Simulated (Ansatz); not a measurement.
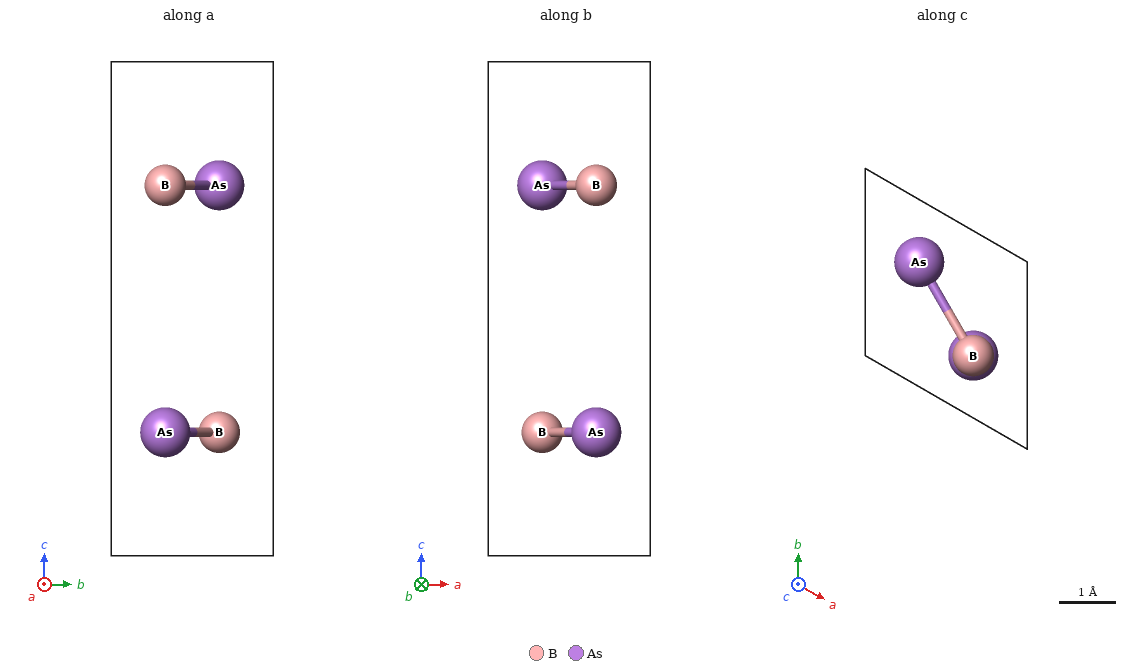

The figure gives a ball-and-stick picture of the atoms, viewed along the a axis, along the b axis and along the c axis. The conventional unit cell is drawn as a box.

Lattice parameters: a = 3.366 Å, b = 3.366 Å, c = 8.884 Å, α = 90.00°, β = 90.00°, γ = 120.00°.

From the views, write a table of Wyckoff sites.

Answer. Space group P6_3/mmc (No. 194).
```json
{"atom": "B", "site": "2c", "x": "0.3333", "y": "0.6667", "z": "0.2500"}
{"atom": "As", "site": "2d", "x": "0.6667", "y": "0.3333", "z": "0.2500"}
```

The cell started as a structure type filled with these elements by a generator (whether the compound takes this form wasn't checked). The cell was then strained or its atoms displaced on purpose. A calculation with Ansatz used it as input.
